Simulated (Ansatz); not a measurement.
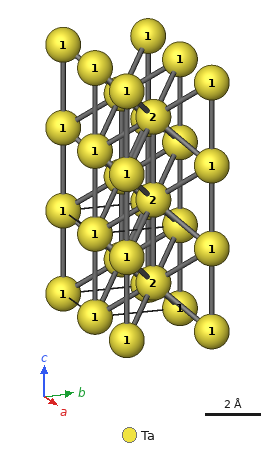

Crystalline Ta (set up in I4/mmm), before the relaxation. Style: ball-and-stick. Shown: the cell of the calculation, reduced to other axes, repeated 2 × 1 × 3 with one cell outlined, slightly off an axis. Lengths and directions refer to the drawn axes.

Case: uniaxial strain along a of -4.0 %; b, c and atoms relaxed.

Theory: Ansatz 0.2.0, DFT PBE, scalar-relativistic, plane waves, PAW.

The input:
```yaml
crystal:
  lattice:
    - [3.1862998955, 0.0, 0.0]
    - [0.0, 3.3522530151, 0.0]
    - [0.0, 0.0, 3.3522530151]
  atoms:
    - { symbol: Ta, position: [0.0, 0.0, 0.0] }
    - { symbol: Ta, position: [0.5, 0.5, 0.5] }
basis:
  ecutwfc: 420
kpoints:
  mp_grid: { grid: [16, 16, 16] }
hamiltonian:
  xc: pbe
scf:
  occupations: { method: gaussian, width: 0.1 }
output:
  forces: true
  stress: true
  eigenvalues: true
relax:
  adjacent_minimum: "off"
  f_tol: 0.008
  max_steps: 40
  cell: { stress_tol: 0.015, fix: [a, angles] }
```

Command:
```bash
ansatz run input.yaml --threads 1 --pin off --max-ram 2560MiB --backend cpu --events-out ev --progress --plain --runs-dir out
```

What does the optimiser find from here?

No atom moves by more than 0.005 Å relative to the cell. The drawn cell changes as follows: a = b 3.352 → 3.375 Å (+0.7 %), c unchanged at 3.186 Å; the volume changes by +1.4 %. Near-neighbour distances that change, for instance: Ta1–Ta1 3.352 → 3.375 Å, Ta1–Ta2 2.856 → 2.870 Å. The space group stays I4/mmm (No. 139). After 2 accepted moves (4 points after the start) the energy has fallen by 2.2 meV per atom. All forces vanish by symmetry, so only the cell relaxes. Pressure: 4.59 GPa at the start and 1.83 GPa at the end. The line search rejected the trial step at point 1 of the run. The SCF was repeated once at an unchanged geometry on a basis and grid sized afresh for the cell, which shifted the energy by 0.1 meV per atom at most. Cost: 32 s on 1 thread of Intel(R) Xeon(R) 6975P-C (Granite Rapids) (shared host), peak memory 0.56 GiB.

History of the run:

```tsv
step	E − E(0), meV/atom	pressure, GPa	volume, Å³/atom	note
0	0.00	4.59	17.903	
1	11.69	-4.54	18.786	rejected
2	-2.08	1.69	18.163	
3	-2.09	1.83	18.150	
4	-2.18	1.83	18.150	same geometry, new basis
```
